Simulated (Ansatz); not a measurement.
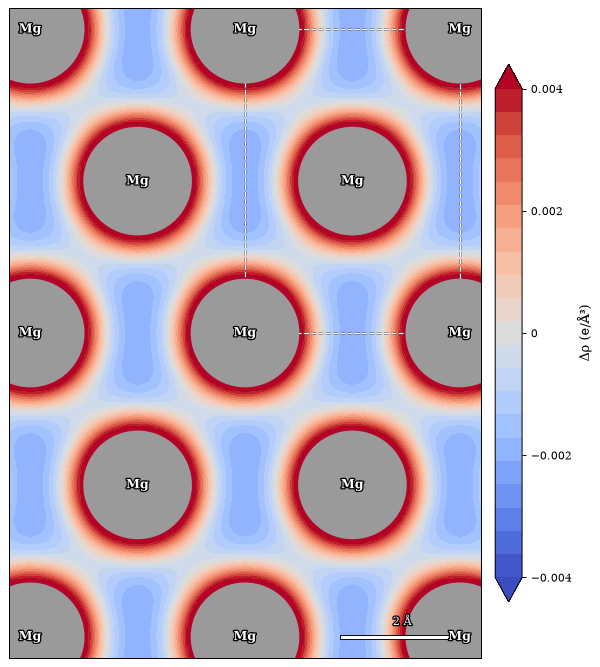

Mg: difference of two self-consistent densities at the same geometry, ρ(LDA) − ρ(PBE), on the (011) plane of the conventional cell. Grey discs cover the cores, where the PAW densities can't be compared. Cores are masked to 0.9 Å (Mg).

Space group Im-3m. This isn't the usual form at ambient conditions. The cell comes from a database of computed structures, not from a measurement.

Both runs: Ansatz, scalar-relativistic, plane waves and PAW, same cutoff, k-points and PAW files (made with PBE).

```
CELL_PARAMETERS angstrom
3.54553 0.00000 0.00000
0.00000 3.54553 0.00000
0.00000 0.00000 3.54553
ATOMIC_POSITIONS crystal
Mg 0.00000 0.00000 0.00000
Mg 0.50000 0.50000 0.50000
```

### How does the change of level move the electrons?

Against PBE, and outside the masked cores, the largest gain lies at the edge of the masked core of Mg, and the largest loss, 0.002 e/Å³, lies 1.9 Å from a magnesium nucleus. At this volume the pressure is 1 GPa with PBE and −1 GPa with LDA.

Run times: 8.8 s (LDA) and 9.3 s (base cell), on 1 thread of Arm Neoverse N1, with other jobs on the host.
